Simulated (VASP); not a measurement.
Input of the run:

POSCAR:
```
SnTe                                    
1.0
    0.0000000000      3.1444180015      3.1444180015
    3.1444180015      0.0000000000      3.1444180015
    3.1444180015      3.1444180015      0.0000000000
  Sn              Te            
     1     1
Direct
     0.0000000000000000    0.0000000000000000    0.0000000000000000
     0.5000000000000000    0.5000000000000000    0.5000000000000000
```

INCAR.step1:
```
PREC = Accurate
ENCUT = 520
EDIFF = 1E-5
ISMEAR = 0
SIGMA = 0.02
LREAL = False
LASPH = True
NELM = 80
ALGO = Normal
ISIF = 2
LWAVE = True
LCHARG = False
NBANDS = 17
KPAR = 4
GGA = PE
```

INCAR.step2:
```
PREC = Accurate
ENCUT = 520
EDIFF = 1E-7
ISMEAR = 0
SIGMA = 0.02
LREAL = False
LASPH = True
NELM = 80
ALGO = Normal
ISIF = 2
LWAVE = False
LCHARG = False
GGA = PE
LHFCALC = True
AEXX = 0.25
PRECFOCK = Fast
HFRCUT = -1
NBANDS = 17
KPAR = 4
ISTART = 1
```

KPOINTS:
```
regular mesh
0
Gamma
  6 6 6
```

KPOINTS_OPT:
```
path GXWKGLUWLK,UX
8
line-mode
reciprocal
 0.0000000000  0.0000000000  0.0000000000  G
 0.5000000000  0.0000000000  0.5000000000  X

 0.5000000000  0.0000000000  0.5000000000  X
 0.5000000000  0.2500000000  0.7500000000  W

 0.5000000000  0.2500000000  0.7500000000  W
 0.3750000000  0.3750000000  0.7500000000  K

 0.3750000000  0.3750000000  0.7500000000  K
 0.0000000000  0.0000000000  0.0000000000  G

 0.0000000000  0.0000000000  0.0000000000  G
 0.5000000000  0.5000000000  0.5000000000  L

 0.5000000000  0.5000000000  0.5000000000  L
 0.6250000000  0.2500000000  0.6250000000  U

 0.6250000000  0.2500000000  0.6250000000  U
 0.5000000000  0.2500000000  0.7500000000  W

 0.5000000000  0.2500000000  0.7500000000  W
 0.5000000000  0.5000000000  0.5000000000  L

 0.5000000000  0.5000000000  0.5000000000  L
 0.3750000000  0.3750000000  0.7500000000  K

 0.6250000000  0.2500000000  0.6250000000  U
 0.5000000000  0.0000000000  0.5000000000  X
```

System: rocksalt SnTe, space group Fm-3m, 2 atoms in the primitive cell.

Method: PBE0, VASP PAW PBE potentials, release 64 (Sn_d, Te), no spin polarisation, no spin-orbit coupling, 6×6×6 k mesh, 520 eV cutoff, Gaussian smearing of 0.02 eV (VASP).

Predict the main features of the band structure. The path is Γ–X–W–K–Γ–L–U–W–L–K|U–X.

The bands leave a gap. The gap along this path is 0.53 eV and direct: both edges lie at L. The top valence level at L is a single band, not degenerate (spin aside). The direct gaps are 0.53 eV at L, 7.44 eV at X and 2.68 eV at W.

The PAW data sets were made with another functional. Spin-orbit coupling is left out, which matters for Te and Sn. The cell was derived from a database entry in an earlier step, so it needn't be the measured one.

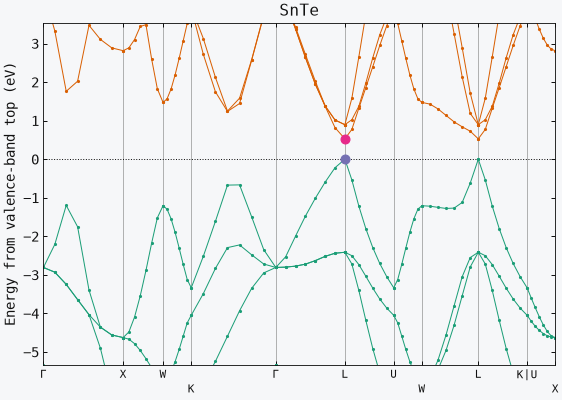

Band structure. Energies are counted from the top of the valence band.
